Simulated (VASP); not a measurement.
Geometry relaxation, with input and output: CoSi (part 2 of 3)

The same run, continued: CoSi (P2₁3, 8 atoms in the cell); Kohn-Sham DFT of a periodic cell, PBE, VASP PAW PBE potentials, recommended, no spin polarisation (VASP 6.6.1); cutoff 600 eV, 8×8×8 k-mesh, methfessel-paxton of 0.1 eV. The structure derives from an entry of the Crystallography Open Database.

Geometry of the input (Å; fractional positions):
```
4.4380  0.0000  0.0000
0.0000  4.4380  0.0000
0.0000  0.0000  4.4380
Co 0.1400  0.1400  0.1400
Co 0.3600  0.8600  0.6400
Co 0.6400  0.3600  0.8600
Co 0.8600  0.6400  0.3600
Si 0.8430  0.8430  0.8430
Si 0.6570  0.1570  0.3430
Si 0.3430  0.6570  0.1570
Si 0.1570  0.3430  0.6570
```

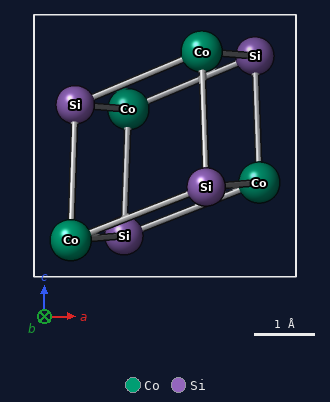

**Figure 1.** The structure as given in the input (ball-and-stick view of the cell of the calculation, along the b axis).

**Parts of OUTCAR, continued**
```
   k-points           NKPTS =     45   k-points in BZ     NKDIM =     45   number of bands    NBANDS=     31
   number of dos      NEDOS =    301   number of ions     NIONS =      8
   total plane-waves  NPLWV =  46656
   dimension x,y,z NGX =    36 NGY =   36 NGZ =   36
   dimension x,y,z NGXF=    72 NGYF=   72 NGZF=   72
   ions per type =               4   4
   NGX,Y,Z   is equivalent  to a cutoff of  13.49, 13.49, 13.49 a.u.
   NGXF,Y,Z  is equivalent  to a cutoff of  26.97, 26.97, 26.97 a.u.
 SYSTEM =  unknown system
   PREC   = accura    normal or accurate (medium, high low for compatibility)
   ISTART =      0    job   : 0-new  1-cont  2-samecut
   ICHARG =      2    charge: 1-file 2-atom 10-const
   ISPIN  =      1    spin polarized calculation?
   LNONCOLLINEAR =      F non collinear calculations
   LSORBIT =      F    spin-orbit coupling
   LASPH  =      T    aspherical Exc in radial PAW
   ENCUT  =  600.0 eV  44.10 Ry    6.64 a.u.   8.86  8.86  8.86*2*pi/ulx,y,z
   NELM   =     80;   NELMIN=  2; NELMDL= -5     # of ELM steps
   EDIFF  = 0.1E-05   stopping-criterion for ELM
   LREAL  =      F    real-space projection
   EDIFFG = -.1E-01   stopping-criterion for IOM
   NSW    =     90    number of steps for IOM
   IBRION =      2    ionic relax: 0-MD 1-quasi-New 2-CG
   NFREE  =      1    steps in history (QN), initial steepest desc. (CG)
   ISIF   =      3    stress and relaxation
   ISYM   =      2    0-nonsym 1-usesym 2-fastsym
   POTIM  = 0.5000    time-step for ionic-motion
   TEBEG  =    0.0;   TEEND  =   0.0 temperature during run
   PSTRESS=    0.0 pullay stress
   NELECT =      52.0000    total number of electrons
   NUPDOWN=      -1.0000    fix difference up-down
   EMIN   =  10.00;   EMAX   =-10.00  energy-range for DOS
   EFERMI =   0.00;   METHOD = LEGACY
   ISMEAR =     1;   SIGMA  =   0.10  broadening in eV -4-tet -1-fermi 0-gaus
   EFERMI_NEDOS =   21; number of points for ismear=-14 and -15
   IALGO  =     38    algorithm
   IMIX   =      4    mixing-type and parameters
     AMIX     =   0.40;   BMIX     =  1.00
     AMIX_MAG =   1.60;   BMIX_MAG =  1.00
  volume/ion in A,a.u.               =      10.93        73.73
  Fermi-wavevector in a.u.,A,eV,Ry     =   1.376856  2.601881 25.793021  1.895734
  Thomas-Fermi vector in A             =   2.502063
   LORBIT       =      0    0 simple, 1 ext, 2 COOP (PROOUT), +10 PAW based schemes
   GGA     = PE    functional components
   LHFCALC =     F    Hartree Fock is set to
   AEXX    =    0.0000 exact exchange contribution
   IVDW    =     0    specifies the selected vdW correction
   LEPSILON=     F    determine dielectric tensor
   LRPA    =     F    only Hartree local field effects (RPA)
 conjugate gradient relaxation of ions
 non-spin polarized calculation
 Methfessel and Paxton  Order N= 1 SIGMA  =   0.10
  energy-cutoff  :      600.00
  volume of cell :       87.41
 maximum number of plane-waves:      2968
   NGX = 17   NGY = 17   NGZ = 17

--------------------------------------- Ionic step        1  -------------------------------------------

 number of electron      51.9999992 magnetization

 Free energy of the ion-electron system (eV)
  ---------------------------------------------------
  ext. energy  EPLUGINS =         0.00000000
  ---------------------------------------------------
  free energy    TOTEN  =       -54.72457196 eV

  energy without entropy =      -54.72783601  energy(sigma->0) =      -54.72565997

------------------------ aborting loop because EDIFF is reached ----------------------------------------

  FORCE on cell =-STRESS in cart. coord.  units (eV):
  Direction    XX          YY          ZZ          XY          YZ          ZX
  --------------------------------------------------------------------------------------
  -------------------------------------------------------------------------------------
  Total       -0.2375501     -0.2375501     -0.2375501      0.0000000      0.0000000      0.0000000
  in kB       -4.3541547     -4.3541547     -4.3541547      0.0000000      0.0000000      0.0000000
  external PRESSURE =      -4.3541547 kB  Pullay stress =       0.0000000 kB

 VOLUME and BASIS-vectors are now :
 -----------------------------------------------------------------------------
  energy-cutoff  :      600.00
  volume of cell :       87.41
      direct lattice vectors                 reciprocal lattice vectors
     4.438000000  0.000000000  0.000000000     0.225326724  0.000000000  0.000000000
     0.000000000  4.438000000  0.000000000     0.000000000  0.225326724  0.000000000
     0.000000000  0.000000000  4.438000000     0.000000000  0.000000000  0.225326724

 POSITION                                       TOTAL-FORCE (eV/Angst)
 -----------------------------------------------------------------------------------
      0.62132      0.62132      0.62132         0.157543      0.157543      0.157543
      1.59768      3.81668      2.84032        -0.157543     -0.157543      0.157543
      2.84032      1.59768      3.81668         0.157543     -0.157543     -0.157543
      3.81668      2.84032      1.59768        -0.157543      0.157543     -0.157543
      3.74123      3.74123      3.74123        -0.020635     -0.020635     -0.020635
      2.91577      0.69677      1.52223         0.020635      0.020635     -0.020635
      1.52223      2.91577      0.69677        -0.020635      0.020635      0.020635
      0.69677      1.52223      2.91577         0.020635     -0.020635      0.020635
 -----------------------------------------------------------------------------------
    total drift:                               -0.000000      0.000000      0.000000

  FREE ENERGIE OF THE ION-ELECTRON SYSTEM (eV)
  ---------------------------------------------------
  free  energy   TOTEN  =       -54.7245719566 eV

  energy  without entropy=      -54.7278360063  energy(sigma->0) =      -54.72565997

--------------------------------------- Ionic step        2  -------------------------------------------

 number of electron      52.0000001 magnetization

------------------------ aborting loop because EDIFF is reached ----------------------------------------

  FORCE on cell =-STRESS in cart. coord.  units (eV):
  Direction    XX          YY          ZZ          XY          YZ          ZX
  --------------------------------------------------------------------------------------
  -------------------------------------------------------------------------------------
  Total        0.1081564      0.1081564      0.1081564      0.0000000      0.0000000      0.0000000
  in kB        1.9909873      1.9909873      1.9909873      0.0000000      0.0000000      0.0000000
  external PRESSURE =       1.9909873 kB  Pullay stress =       0.0000000 kB

 VOLUME and BASIS-vectors are now :
 -----------------------------------------------------------------------------
  energy-cutoff  :      600.00
  volume of cell :       87.04
      direct lattice vectors                 reciprocal lattice vectors
     4.431642540  0.000000000  0.000000000     0.225649969 -0.000000000  0.000000000
     0.000000000  4.431642540  0.000000000    -0.000000000  0.225649969  0.000000000
     0.000000000  0.000000000  4.431642540     0.000000000  0.000000000  0.225649969

 POSITION                                       TOTAL-FORCE (eV/Angst)
 -----------------------------------------------------------------------------------
      0.62802      0.62802      0.62802         0.109189      0.109189      0.109189
      1.58780      3.80362      2.84384        -0.109189     -0.109189      0.109189
      2.84384      1.58780      3.80362         0.109189     -0.109189     -0.109189
      3.80362      2.84384      1.58780        -0.109189      0.109189     -0.109189
      3.73488      3.73488      3.73488         0.009155      0.009155      0.009155
      2.91258      0.69676      1.51906        -0.009155     -0.009155      0.009155
      1.51906      2.91258      0.69676         0.009155     -0.009155     -0.009155
      0.69676      1.51906      2.91258        -0.009155      0.009155     -0.009155
 -----------------------------------------------------------------------------------
    total drift:                               -0.000000      0.000000      0.000000

  FREE ENERGIE OF THE ION-ELECTRON SYSTEM (eV)
  ---------------------------------------------------
  free  energy   TOTEN  =       -54.7370693871 eV

  energy  without entropy=      -54.7401631260  energy(sigma->0) =      -54.73810063

--------------------------------------- Ionic step        3  -------------------------------------------

 number of electron      52.0000002 magnetization

------------------------ aborting loop because EDIFF is reached ----------------------------------------

  FORCE on cell =-STRESS in cart. coord.  units (eV):
  Direction    XX          YY          ZZ          XY          YZ          ZX
  --------------------------------------------------------------------------------------
  -------------------------------------------------------------------------------------
  Total        0.6990159      0.6990159      0.6990159      0.0000000      0.0000000      0.0000000
  in kB       12.9512623     12.9512623     12.9512623      0.0000000      0.0000000      0.0000000
  external PRESSURE =      12.9512623 kB  Pullay stress =       0.0000000 kB

 VOLUME and BASIS-vectors are now :
 -----------------------------------------------------------------------------
  energy-cutoff  :      600.00
  volume of cell :       86.47
      direct lattice vectors                 reciprocal lattice vectors
     4.422099444  0.000000000  0.000000000     0.226136932 -0.000000000  0.000000000
     0.000000000  4.422099444  0.000000000    -0.000000000  0.226136932  0.000000000
     0.000000000  0.000000000  4.422099444     0.000000000  0.000000000  0.226136932

 POSITION                                       TOTAL-FORCE (eV/Angst)
 -----------------------------------------------------------------------------------
      0.63805      0.63805      0.63805         0.032221      0.032221      0.032221
      1.57300      3.78405      2.84910        -0.032221     -0.032221      0.032221
      2.84910      1.57300      3.78405         0.032221     -0.032221     -0.032221
      3.78405      2.84910      1.57300        -0.032221      0.032221     -0.032221
      3.72535      3.72535      3.72535         0.048197      0.048197      0.048197
      2.90780      0.69675      1.51430        -0.048197     -0.048197      0.048197
      1.51430      2.90780      0.69675         0.048197     -0.048197     -0.048197
      0.69675      1.51430      2.90780        -0.048197      0.048197     -0.048197
 -----------------------------------------------------------------------------------
    total drift:                               -0.000000     -0.000000      0.000000

  FREE ENERGIE OF THE ION-ELECTRON SYSTEM (eV)
  ---------------------------------------------------
  free  energy   TOTEN  =       -54.7436588547 eV

  energy  without entropy=      -54.7464825059  energy(sigma->0) =      -54.74460007

--------------------------------------- Ionic step        4  -------------------------------------------

 number of electron      52.0000007 magnetization

------------------------ aborting loop because EDIFF is reached ----------------------------------------

  FORCE on cell =-STRESS in cart. coord.  units (eV):
  Direction    XX          YY          ZZ          XY          YZ          ZX
  --------------------------------------------------------------------------------------
  -------------------------------------------------------------------------------------
  Total       -0.7044356     -0.7044356     -0.7044356      0.0000000      0.0000000      0.0000000
  in kB      -12.9140679    -12.9140679    -12.9140679      0.0000000      0.0000000      0.0000000
  external PRESSURE =     -12.9140679 kB  Pullay stress =       0.0000000 kB

 VOLUME and BASIS-vectors are now :
 -----------------------------------------------------------------------------
  energy-cutoff  :      600.00
  volume of cell :       87.40
      direct lattice vectors                 reciprocal lattice vectors
     4.437751040  0.000000000  0.000000000     0.225339365 -0.000000000  0.000000000
     0.000000000  4.437751040  0.000000000    -0.000000000  0.225339365 -0.000000000
     0.000000000  0.000000000  4.437751040    -0.000000000  0.000000000  0.225339365

 POSITION                                       TOTAL-FORCE (eV/Angst)
 -----------------------------------------------------------------------------------
      0.64828      0.64828      0.64828        -0.040220     -0.040220     -0.040220
      1.57060      3.78947      2.86715         0.040220      0.040220     -0.040220
      2.86715      1.57060      3.78947        -0.040220      0.040220      0.040220
      3.78947      2.86715      1.57060         0.040220     -0.040220      0.040220
      3.74032      3.74032      3.74032         0.020883      0.020883      0.020883
      2.91630      0.69743      1.52145        -0.020883     -0.020883      0.020883
      1.52145      2.91630      0.69743         0.020883     -0.020883     -0.020883
      0.69743      1.52145      2.91630        -0.020883      0.020883     -0.020883
 -----------------------------------------------------------------------------------
    total drift:                                0.000000      0.000000      0.000000

  FREE ENERGIE OF THE ION-ELECTRON SYSTEM (eV)
  ---------------------------------------------------
  free  energy   TOTEN  =       -54.7438004380 eV

  energy  without entropy=      -54.7466648760  energy(sigma->0) =      -54.74475525

--------------------------------------- Ionic step        5  -------------------------------------------

 number of electron      52.0000003 magnetization

------------------------ aborting loop because EDIFF is reached ----------------------------------------

  FORCE on cell =-STRESS in cart. coord.  units (eV):
  Direction    XX          YY          ZZ          XY          YZ          ZX
  --------------------------------------------------------------------------------------
  -------------------------------------------------------------------------------------
  Total       -0.0141126     -0.0141126     -0.0141126      0.0000000     -0.0000000      0.0000000
  in kB       -0.2600862     -0.2600862     -0.2600862      0.0000000     -0.0000000      0.0000000
  external PRESSURE =      -0.2600862 kB  Pullay stress =       0.0000000 kB

 VOLUME and BASIS-vectors are now :
 -----------------------------------------------------------------------------
  energy-cutoff  :      600.00
  volume of cell :       86.94
      direct lattice vectors                 reciprocal lattice vectors
     4.429958423  0.000000000  0.000000000     0.225735753 -0.000000000  0.000000000
     0.000000000  4.429958423  0.000000000    -0.000000000  0.225735753 -0.000000000
     0.000000000  0.000000000  4.429958423    -0.000000000  0.000000000  0.225735753

 POSITION                                       TOTAL-FORCE (eV/Angst)
```
